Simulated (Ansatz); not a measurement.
**Si6C: density, localisation and related maps**

```
Si C
1.0
     9.60017    0.00000    0.00000
    -4.80009    8.31399    0.00000
     0.00000    0.00000    8.91383
Si C
36 6
Direct
  0.20809 0.16625 0.17900
  0.87476 0.49958 0.51233
  0.54143 0.83292 0.84567
  0.45857 0.16708 0.15433
  0.12524 0.50042 0.48767
  0.79191 0.83375 0.82100
  0.39105 0.90521 0.22585
  0.05772 0.23855 0.55918
  0.72438 0.57188 0.89252
  0.27562 0.42812 0.10748
  0.94228 0.76145 0.44082
  0.60895 0.09479 0.77415
  0.83375 0.04184 0.17900
  0.50042 0.37518 0.51233
  0.16708 0.70851 0.84567
  0.83292 0.29149 0.15433
  0.49958 0.62482 0.48767
  0.16625 0.95816 0.82100
  0.09479 0.48584 0.22585
  0.76145 0.81917 0.55918
  0.42812 0.15250 0.89252
  0.57188 0.84750 0.10748
  0.23855 0.18083 0.44082
  0.90521 0.51416 0.77415
  0.95816 0.79191 0.17900
  0.62482 0.12524 0.51233
  0.29149 0.45857 0.84567
  0.70851 0.54143 0.15433
  0.37518 0.87476 0.48767
  0.04184 0.20809 0.82100
  0.15250 0.72438 0.10748
  0.81917 0.05772 0.44082
  0.48584 0.39105 0.77415
  0.51416 0.60895 0.22585
  0.18083 0.94228 0.55918
  0.84750 0.27562 0.89252
  0.66667 0.33333 0.24423
  0.33333 0.66667 0.57756
  0.00000 0.00000 0.91089
  0.00000 0.00000 0.08911
  0.66667 0.33333 0.42244
  0.33333 0.66667 0.75577
```

Space group R-3; a generated structure, not necessarily the stable one.

Computed with DFT PBE, scalar-relativistic, plane waves, PAW in Ansatz.

In a PAW calculation such maps are meaningful between the atoms, not at the nuclei.

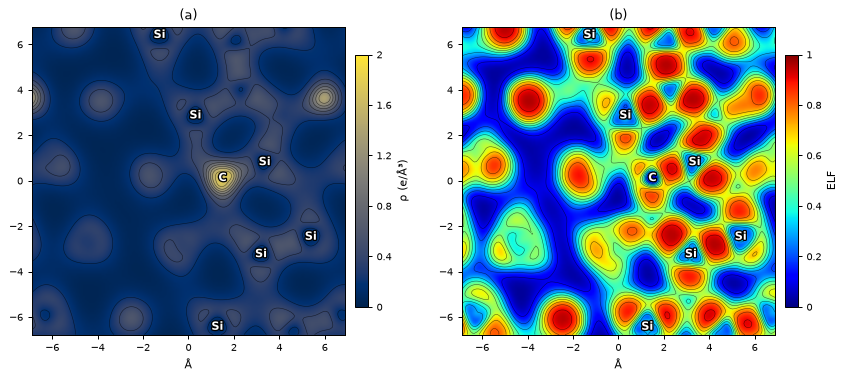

Figure 1. (a) valence pseudo-density; (b) ELF on the (111) plane of the conventional cell.

**Interpret the plot.**

- Atoms in the plane: Si and C.
- Atoms just off the plane (Si, 0.3 Å away and C, 0.6 Å away) can leave unmarked features too.
- Si–C (2.00 Å): the density is about 0.75 e/Å³ at the midpoint; the ELF peaks at about 0.95 between the atoms, as expected for a shared electron pair.
- Si–Si (2.32 Å): ρ at the midpoint is about 0.59 e/Å³; the ELF peaks at about 0.95 between the atoms (a covalent bond).
- Between the atoms the lowest density in this plane is 0.03 e/Å³.

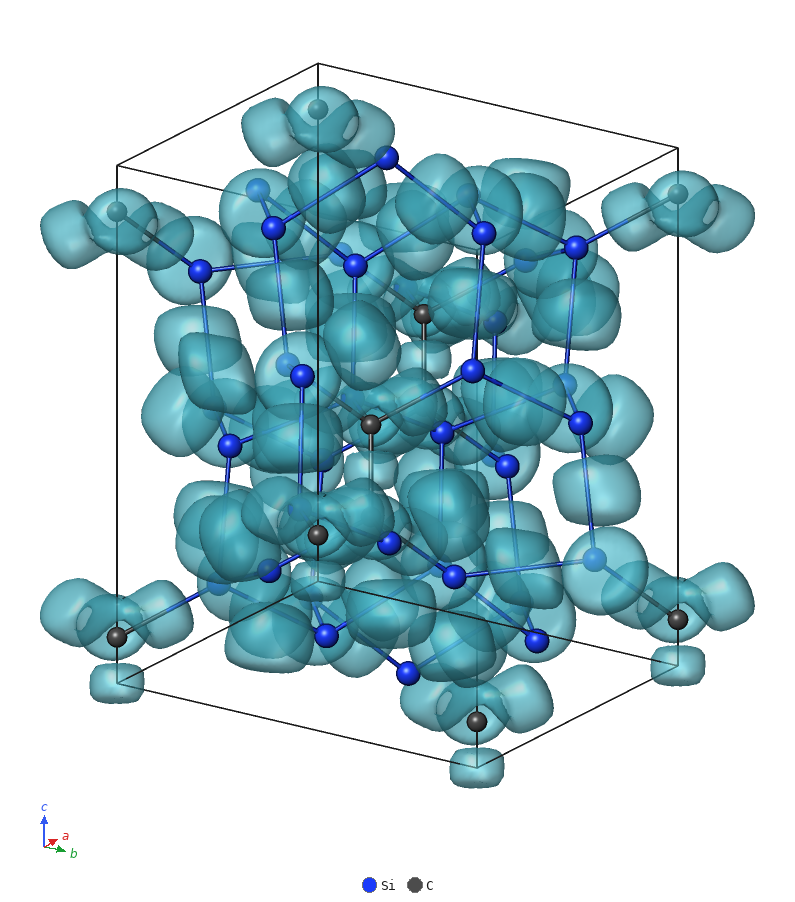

Figure 2. Isosurface of the ELF at 0.75 (cyan), seen at an oblique angle. Only the valence region is drawn (cores and ρ < 0.01 e/Å³ removed). Sticks mark near contacts.

**Describe the localisation domains.**

The surface consists of three regions between bonded C–C atoms (shared pairs), 63 regions between bonded Si–Si atoms (shared pairs) and six regions on C in which the atom's valence shell and bonds are merged, counted in one cell of 42 atoms. Any copies at cell faces, edges or corners count once.


C–C (1.59 Å): the ELF peaks at about 0.90 between the atoms: localised, covalent bonding.

**Does the calculation give a band gap?**

It is gapped, with a Kohn–Sham gap of 0.57 eV on the k-point mesh (the band edges may lie off the mesh, which would make the gap smaller).
